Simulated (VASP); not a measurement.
Band-structure calculation of AlN

System: AlN (F-43m, 2 atoms in the cell).
Method: DFT, PBE, plane waves, PAW (VASP 6.6.1).

The structure was built on a prototype by a generator. The geometry comes from this level: r2SCAN (a point of a series of strains). It belongs to a series of runs on one base structure; here: hydrostatic strain +3.3%.

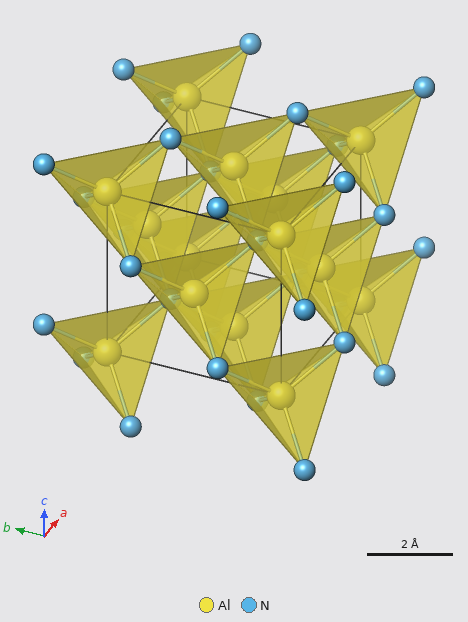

Figure 1. The structure (polyhedral view of the cell 4 times as large as that of the calculation, set on its symmetry axes, seen at an oblique angle; polyhedra are completed across the faces of the cell).

## Results in brief

| quantity | value |
| --- | --- |
| outcome | converged |
| space group (tolerance 0.01 Å) | F-43m (216) |
| electrons treated | 8 |
| free energy | −14.7770 eV |
| Fermi energy | 5.503 eV |
| band gap | 3.26 eV |
| pressure | −12.71 GPa |
| largest force (length of the vector) | under 0.001 eV/Å |
| hardware | 1 CPU thread, shared host |
| wall time | 3.8 s |
| peak memory | 0.14 GiB |

## Remarks

The cell is under a tension of 12.7 GPa at this level, so it is not at its equilibrium volume.

## INCAR
```
ENCUT = 520.000000
SIGMA = 0.020000
EDIFF = 1.00e-07
GGA = PE
PREC = Accurate
IBRION = -1
ISIF = 2
ISMEAR = -1
NBANDS = 11
NELM = 120
NSW = 0
LASPH = .TRUE.
LCHARG = .TRUE.
LELF = .TRUE.
LWAVE = .FALSE.
LREAL = .FALSE.
```

## KPOINTS
```
KPOINTS created by Atomic Simulation Environment
0
Gamma
10 10 10
0 0 0
```

## KPOINTS_OPT
```
special points
6
Reciprocal
0.0000000000 0.0000000000 0.0000000000 1
-0.5000000000 -0.5000000000 0.0000000000 1
-0.3750000000 -0.3750000000 0.2500000000 1
-0.3750000000 0.0000000000 0.3750000000 1
0.0000000000 0.0000000000 0.5000000000 1
-0.5000000000 -0.2500000000 0.2500000000 1
```

## POSCAR
```
Al N
 1.0000000000000000
     0.0000000000000000    2.2571958303000002    2.2571958303000002
     2.2571958303000002    0.0000000000000000    2.2571958303000002
     2.2571958303000002    2.2571958303000002    0.0000000000000000
 Al  N
   1   1
Cartesian
  0.0000000000000000  0.0000000000000000  0.0000000000000000
  1.1285979151500001  1.1285979151500001  1.1285979151500001
```

Run as:
```bash
mpirun -np 1 vasp_std
```

## OSZICAR
```
N       E                     dE             d eps       ncg     rms          rms(c)
DAV:   1     0.101502162124E+02    0.10150E+02   -0.38530E+03  1066   0.599E+02
DAV:   2    -0.161075341260E+02   -0.26258E+02   -0.25176E+02  1296   0.130E+02
DAV:   3    -0.169835867558E+02   -0.87605E+00   -0.87481E+00  1264   0.229E+01
DAV:   4    -0.169884321410E+02   -0.48454E-02   -0.48449E-02  1160   0.187E+00
DAV:   5    -0.169884960947E+02   -0.63954E-04   -0.63953E-04  1250   0.208E-01    0.820E+00
DAV:   6    -0.147841234332E+02    0.22044E+01   -0.12281E+01  1209   0.169E+01    0.275E+00
DAV:   7    -0.147840015957E+02    0.12184E-03   -0.14286E-01  1127   0.312E+00    0.195E+00
DAV:   8    -0.147788037276E+02    0.51979E-02   -0.35456E-02  1115   0.175E+00    0.634E-01
DAV:   9    -0.147769022496E+02    0.19015E-02   -0.54202E-03  1232   0.435E-01    0.244E-01
DAV:  10    -0.147769483305E+02   -0.46081E-04   -0.62393E-04  1124   0.158E-01    0.224E-02
DAV:  11    -0.147769545032E+02   -0.61727E-05   -0.11000E-05  1238   0.247E-02    0.197E-02
DAV:  12    -0.147769540525E+02    0.45074E-06   -0.17694E-06  1157   0.930E-03    0.382E-03
DAV:  13    -0.147769539699E+02    0.82558E-07   -0.20246E-07   759   0.250E-03
   1 F= -.14776954E+02 E0= -.14776954E+02  d E =-.341830E-11
       N       E                     dE             ncg
DAV:   1     0.354558702822E+03   -0.17086E+04      140
DAV:   2     0.221709284044E+03   -0.13285E+03      155
DAV:   3     0.217332013372E+03   -0.43773E+01      168
DAV:   4     0.217305511859E+03   -0.26502E-01      159
DAV:   5     0.217305130601E+03   -0.38126E-03      162
DAV:   6     0.217305123319E+03   -0.72825E-05      156
DAV:   7     0.217305123165E+03   -0.15384E-06      159
DAV:   8     0.217305123163E+03   -0.25198E-08      124
```

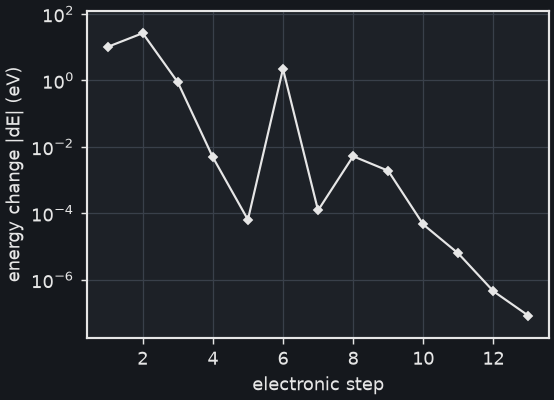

Figure 2. Convergence of the self-consistent field: energy change |dE| against the electronic step. It takes 13 electronic steps. The density is held fixed in the first few steps, and dE rises again when its update begins.

## Parts of OUTCAR
```
k-points           NKPTS =     47   k-points in BZ     NKDIM =     47   number of bands    NBANDS=     11

   NELECT =       8.0000    total number of electrons

   dimension x,y,z NGX =    24 NGY =   24 NGZ =   24
   dimension x,y,z NGXF=    48 NGYF=   48 NGZF=   48

  energy-cutoff  :      520.00
  volume of cell :       23.00
      direct lattice vectors                 reciprocal lattice vectors
     0.000000000  2.257195830  2.257195830    -0.221513789  0.221513789  0.221513789
     2.257195830  0.000000000  2.257195830     0.221513789 -0.221513789  0.221513789
     2.257195830  2.257195830  0.000000000     0.221513789  0.221513789 -0.221513789

 k-points in reciprocal lattice and weights: KPOINTS created by Atomic Simulation Env
   0.00000000  0.00000000  0.00000000       0.001
   0.10000000  0.00000000  0.00000000       0.008
   0.20000000  0.00000000  0.00000000       0.008
   0.30000000  0.00000000  0.00000000       0.008
   0.40000000  0.00000000  0.00000000       0.008
   0.50000000  0.00000000  0.00000000       0.004
   0.10000000  0.10000000  0.00000000       0.006
   0.20000000  0.10000000  0.00000000       0.024
   0.30000000  0.10000000  0.00000000       0.024
   0.40000000  0.10000000  0.00000000       0.024
   0.50000000  0.10000000  0.00000000       0.024
  -0.40000000  0.10000000  0.00000000       0.024
  -0.30000000  0.10000000  0.00000000       0.024
  -0.20000000  0.10000000  0.00000000       0.024
  -0.10000000  0.10000000  0.00000000       0.012
   0.20000000  0.20000000  0.00000000       0.006
   0.30000000  0.20000000  0.00000000       0.024
   0.40000000  0.20000000  0.00000000       0.024
   0.50000000  0.20000000  0.00000000       0.024
  -0.40000000  0.20000000  0.00000000       0.024
  -0.30000000  0.20000000  0.00000000       0.024
  -0.20000000  0.20000000  0.00000000       0.012
   0.30000000  0.30000000  0.00000000       0.006
   0.40000000  0.30000000  0.00000000       0.024
   0.50000000  0.30000000  0.00000000       0.024
  -0.40000000  0.30000000  0.00000000       0.024
  -0.30000000  0.30000000  0.00000000       0.012
   0.40000000  0.40000000  0.00000000       0.006
   0.50000000  0.40000000  0.00000000       0.024
  -0.40000000  0.40000000  0.00000000       0.012
   0.50000000  0.50000000  0.00000000       0.003
   0.30000000  0.20000000  0.10000000       0.024
   0.40000000  0.20000000  0.10000000       0.048
   0.50000000  0.20000000  0.10000000       0.048
  -0.40000000  0.20000000  0.10000000       0.024
   0.40000000  0.30000000  0.10000000       0.024
   0.50000000  0.30000000  0.10000000       0.048
  -0.40000000  0.30000000  0.10000000       0.048
  -0.30000000  0.30000000  0.10000000       0.048
  -0.20000000  0.30000000  0.10000000       0.024
   0.50000000  0.40000000  0.10000000       0.024
  -0.40000000  0.40000000  0.10000000       0.048
  -0.30000000  0.40000000  0.10000000       0.024
  -0.40000000  0.50000000  0.10000000       0.012
  -0.40000000  0.40000000  0.20000000       0.024
  -0.30000000  0.40000000  0.20000000       0.024
  -0.30000000  0.50000000  0.20000000       0.012

 E-fermi :   5.5034

 k-point     1 :       0.0000    0.0000    0.0000
  band No.  band energies     occupation
      1      -9.3564      2.00000
      2       5.0734      2.00000
      3       5.0734      2.00000
      4       5.0734      2.00000
      5       8.4220      0.00000
      6      16.6850      0.00000
      7      16.6850      0.00000
      8      16.6850      0.00000
      9      21.9845      0.00000
     10      21.9845      0.00000
     11      23.2065      0.00000

 k-point     2 :       0.1000    0.0000    0.0000
  band No.  band energies     occupation
      1      -9.2267      2.00000
      2       4.2589      2.00000
      3       5.0230      2.00000
      4       5.0230      2.00000
      5       9.1121      0.00000
      6      16.3010      0.00000
      7      16.8071      0.00000
      8      16.8071      0.00000
      9      20.8049      0.00000
     10      20.8049      0.00000
     11      22.4634      0.00000

 k-point     3 :       0.2000    0.0000    0.0000
  band No.  band energies     occupation
      1      -8.8593      2.00000
      2       2.7365      2.00000
      3       4.8975      2.00000
      4       4.8975      2.00000
      5      10.2348      0.00000
      6      15.5336      0.00000
      7      16.8074      0.00000
      8      16.8074      0.00000
      9      20.2462      0.00000
     10      20.2462      0.00000
     11      21.5718      0.00000

 k-point     4 :       0.3000    0.0000    0.0000
  band No.  band energies     occupation
      1      -8.3325      2.00000
      2       1.2233      2.00000
      3       4.7538      2.00000
      4       4.7538      2.00000
      5      11.0628      0.00000
      6      14.8562      0.00000
      7      16.3067      0.00000
      8      16.3067      0.00000
      9      21.1105      0.00000
     10      21.1105      0.00000
     11      21.2714      0.00000

 k-point     5 :       0.4000    0.0000    0.0000
  band No.  band energies     occupation
      1      -7.8168      2.00000
      2       0.0693      2.00000
      3       4.6456      2.00000
      4       4.6456      2.00000
      5      11.4658      0.00000
      6      14.4240      0.00000
      7      15.7983      0.00000
      8      15.7983      0.00000
      9      21.5543      0.00000
     10      22.7345      0.00000
     11      22.7345      0.00000

 [... the levels of 41 k-points are left out ...]

 k-point    47 :      -0.3000    0.5000    0.2000
  band No.  band energies     occupation
      1      -7.0003      2.00000
      2       1.1926      2.00000
      3       2.2118      2.00000
      4       2.6536      2.00000
      5      10.5781      0.00000
      6      15.1640      0.00000
      7      16.4892      0.00000
      8      16.5786      0.00000
      9      20.6792      0.00000
     10      23.4950      0.00000
     11      27.9366      0.00000

  Total       -1.8241465     -1.8241465     -1.8241465      0.0000000      0.0000000      0.0000000
  in kB     -127.0669444   -127.0669444   -127.0669444      0.0000000      0.0000000      0.0000000
  external PRESSURE =    -127.0669444 kB  Pullay stress =       0.0000000 kB

 POSITION                                       TOTAL-FORCE (eV/Angst)
 -----------------------------------------------------------------------------------
      0.00000      0.00000      0.00000         0.000000     -0.000000     -0.000000
      1.12860      1.12860      1.12860        -0.000000      0.000000      0.000000
 -----------------------------------------------------------------------------------
    total drift:                               -0.000000     -0.000000     -0.000000

  FREE ENERGIE OF THE ION-ELECTRON SYSTEM (eV)
  ---------------------------------------------------
  free  energy   TOTEN  =       -14.7769539699 eV

  energy  without entropy=      -14.7769539699  energy(sigma->0) =      -14.77695397
```

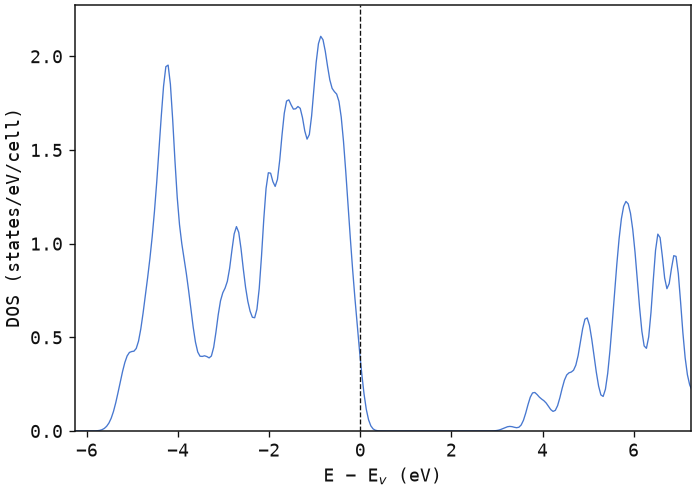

Figure 3. Density of states (the curve is built from the levels of the k mesh with Gaussians 0.3 eV wide, which also blur the band edges), with energies from the valence-band top. There is a gap of 3.26 eV on the k-point mesh. Small ripples come from the finite k-point mesh.
